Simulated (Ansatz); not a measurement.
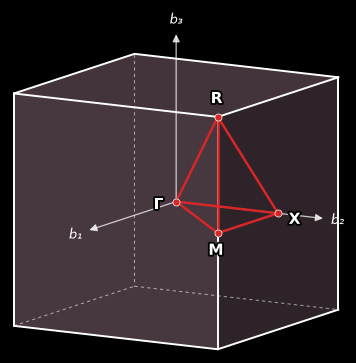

The first Brillouin zone and its special points. Crystal: BaTiO₃, the geometry relaxed with DFT, PBEsol, plane waves, PAW in Ansatz 0.2.0; the starting structure was generated, so it need not be a known form of this composition. Geometry calculated from the standardised cell; symmetry tolerance 0.002 Å.

Space group Pm-3m, No. 221; a = 3.970 Å, b = 3.970 Å, c = 3.970 Å, α = 90.00°, β = 90.00°, γ = 90.00°.

Labels and path follow the convention of Hinuma et al. (2017), as computed by seekpath; the arrows show the directions of the reciprocal primitive vectors b₁, b₂, b₃, in which coordinates are given; lengths include the factor 2π.

Q: List the special points with their coordinates and distances from Γ.

A:
```tsv
point	k₁	k₂	k₃	length of k (1/Å)
Γ	0	0	0	0.000
R	1/2	1/2	1/2	1.371
M	1/2	1/2	0	1.119
X	0	1/2	0	0.791
```

Q: What is the zone's volume?

A: (2π)³ over the primitive cell's volume of 62.56 Å³: 3.96 Å⁻³.
